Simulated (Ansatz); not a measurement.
Input file:

```
crystal:
  lattice:
    - [0.0, 2.8731810435, 3.0307816914]
    - [3.0307816914, 0.0, 3.0307816914]
    - [3.0307816914, 2.8731810435, 0.0]
  atoms:
    - { symbol: Ga, position: [0.0, 0.0, 0.0] }
    - { symbol: Sb, position: [0.75, 0.75, 0.75] }
basis:
  ecutwfc: 420
kpoints:
  mp_grid: { grid: [14, 14, 14] }
hamiltonian:
  xc: pbe
scf:
  occupations: { method: gaussian, width: 0.15 }
output:
  forces: true
  stress: true
  eigenvalues: true
  write_density: true
  write_potential: true
  elf: true
  volumetric_format: npy
```

Launched as:

```sh
ansatz run input.yaml --threads 1 --pin off --max-ram 2048MiB --backend cpu --events-out ev --progress --plain --runs-dir out
```

Below, planes, directions and counts refer to the conventional cell (a = 4.29 Å, b = 4.29 Å, c = 5.75 Å, α = 90.00°, β = 90.00°, γ = 90.00°).

Space group I-4m2; computed pressure about 8 GPa in this cell.

These are results of DFT PBE, scalar-relativistic, plane waves, PAW (Ansatz 0.2.0), not measurements.

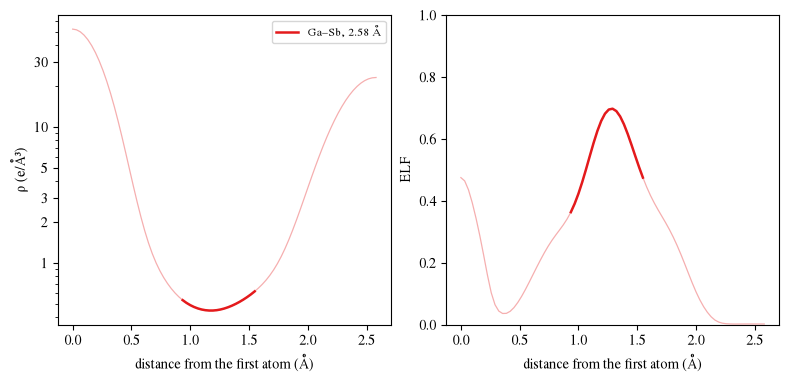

GaSb. Valence charge density (pseudo) and ELF along straight lines between neighbouring atoms. Thin, pale parts lie inside the atomic spheres.

The density is the valence pseudo-density of a PAW calculation; it isn't the true density close to the nuclei.

Question: What can be read from the curves?

Answer: Ga–Sb (2.58 Å): ρ is about 0.46 e/Å³ halfway; the ELF peaks at about 0.70 between the atoms.
